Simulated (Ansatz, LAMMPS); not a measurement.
# Static equation of state of glassy 76SiO2-9BaO-7SrO-4Li2O-4ZrO2 (mol %) (128 atoms)

Density of this cell: 3.02 g/cm³. The cell holds 128 atoms: 34 Si, 4 Ba, 3 Sr, 4 Li, 2 Zr and 81 O. Its edges and angles: a = 12.158 Å, b = 12.203 Å, c = 12.161 Å, α = 86.4°, β = 90.7°, γ = 90.9°. The starting structure: 128 atoms (34 Si, 4 Ba, 3 Sr, 4 Li, 2 Zr, 81 O) placed at random at 2.87 g/cm³, melted at 4000 K for 10 ps at fixed volume with the Morse and Coulomb pair potential with partial charges (Pedone, Malavasi, Menziani, Cormack and Segre, J. Phys. Chem. B 110, 11780 (2006)). Quenched from 4000 K to 300 K at 100 K/ps and fixed volume, held 10 ps at zero pressure, then minimised at fixed cell.

Calculated with Ansatz 0.2.0: Kohn-Sham DFT, PBE, PAW (set soft_2), plane waves; cutoff 420 eV, Γ point, fixed occupations. Cell and atoms were relaxed first, to V0 = 14.066 Å³ an atom at a residual P0 = 0.011 GPa. The cell was then scaled evenly, and the atoms were relaxed at each volume.

| volume (Å³/atom) | pressure (GPa) |
| --- | --- |
| 12.660 | ? |
| 13.222 | 3.303 |
| 13.644 | 1.642 |
| 14.488 | -1.414 |
| 14.910 | -2.761 |

Task: Fit the third-order Birch–Murnaghan equation to the rows given and extrapolate to the withheld row.

Worked fit:

Take the Eulerian strain f = ½[(V0/V)^(2/3) − 1] and the normalised pressure F = (P − P0) / [3f(1 + 2f)^(5/2)]. The third-order Birch–Murnaghan equation is then the line F = B0 + (3/2)B0(B′ − 4) f, so u = f and v = F.

```
      u = f  v = F (GPa)
  0.0210566      47.0163
  0.0102569      50.4079
-0.00975636      51.1227
 -0.0190504      53.4322
```

With n = 4: mean u = 6.2669e-4, mean v = 50.4948, Σ(u − ū)² = 0.0010051, Σ(u − ū)(v − v̄) = -0.13622. Slope b = -0.13622 / 0.0010051 = -135.53; intercept a = v̄ − b ū = 50.580.

So B0 = a = 50.6 GPa and B′ = 4 + 2b/(3a) = 2.21. At the withheld volume f = 0.03638, F = a + b f = 45.65 GPa, and P = P0 + 3f(1 + 2f)^(5/2) F.

Prediction at 12.660: 5.949 GPa. The run gave 5.897 GPa, so the fit is high by 0.053 GPa (0.89 % of the value).

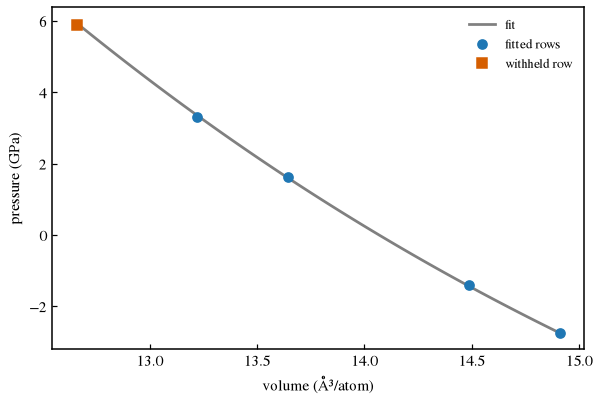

The fit, the rows that it rests on and the withheld row.

The series isn't one smooth equation of state: even a line fitted to all rows, the withheld one included, misses F by up to 2.6 %, the count of bonds changes along the series and an atom moves over 0.5 Å in some relaxation. B0 and B′ are then only the numbers of this fit, not moduli of the material. Among the rows given, the largest miss of the fit is at 13.222, by 0.050 GPa (0.57 % of the range of the table).

Limits: Static cells at zero temperature; the cell shape is held. The program notes that the SCF threshold of these relaxations is loose for the stress. The quench rate of 100 K/ps is many orders above laboratory rates, so the cell is likely richer in defects and strain than a real sample. The network of bonds at the start is that of the classical potential that made the cell, and needn't be the one that DFT or experiment would give. Only the Γ point is sampled, in a cell whose shortest periodic width is 12 Å.

[Logs are printed without paths, hosts, clocks, repeated set-up lines and the standing remarks that a program may print on its own settings, such as how far it seeks lower states.]

[Hosts, paths, dates, database ids (printed as entryN), source tags and the programs' standing remarks are cut or masked in the printed files.]
